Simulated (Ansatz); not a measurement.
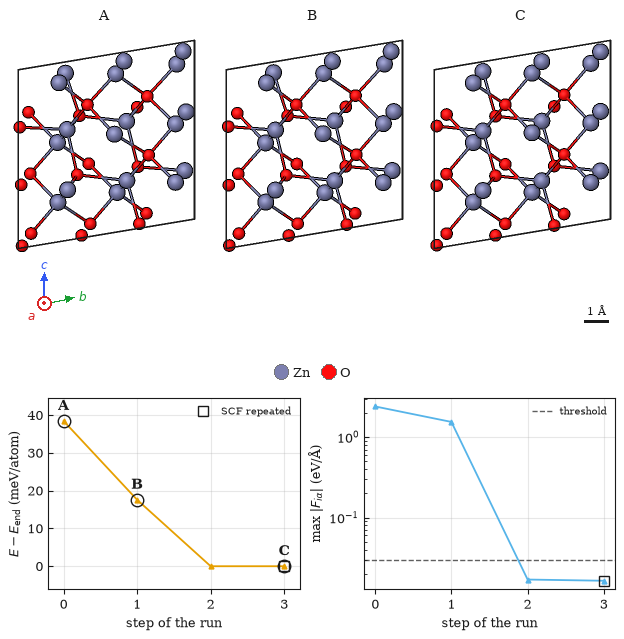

Frames of a relaxation of crystalline ZnO (set up in P1), marked on the history of the run. A ball-and-stick model of the cell of the calculation, seen along the a axis.

Level of theory: Ansatz, DFT PBEsol, scalar-relativistic, plane waves, PAW. Set-up: plane-wave cutoff 420 eV; k-point mesh 2 × 2 × 2; occupations gaussian; smearing width 0.02 eV; mesh shifted by (0.5, 0.5, 0.5); no spin polarisation; atoms relaxed in a fixed cell; force threshold 0.03 eV/Å; at most 25 steps.

Describe the path.

Answer. The atom that moves furthest is an O atom (0.13 Å roughly along [0 1 −1]). By element the largest moves are O 0.13 Å, Zn 0.10 Å. The lattice vectors keep their values. Near-neighbour distances that change, for instance: O–Zn 1.791 → 1.966 Å, O–Zn 2.111 → 1.969 Å, O–Zn 1.848 → 1.975 Å, O–Zn 2.098 → 1.976 Å. Bond angles that change, for instance: O–Zn–O 103.4° → 110.3°, Zn–O–Zn 115.4° → 108.6°, O–Zn–O 101.8° → 108.6°. The space group (tolerance 0.01 Å) goes from P1 (No. 1) to P6_3mc (No. 186). After 2 accepted moves (3 points after the start) the energy has fallen by 38.5 meV per atom. Largest force component: 2.4 eV/Å at the start, 0.016 eV/Å at the end. 1 step only repeated the SCF at the same geometry. The run took 44 s on 8 threads of Arm Neoverse V1, on a shared host, peak memory 1.8 GiB. From step 0 to 1: an O atom moves most (0.05 Å), energy −20.9 meV per atom. From step 1 to 3: a Zn atom moves most (0.08 Å), energy −17.6 meV per atom.

```
step  E − E(0), meV/atom  largest force component, eV/Å                         note
   0                0.00                         2.3960                             
   1              -20.87                         1.5396                             
   2              -38.46                         0.0170                             
   3              -38.46                         0.0164  same geometry, SCF repeated
```
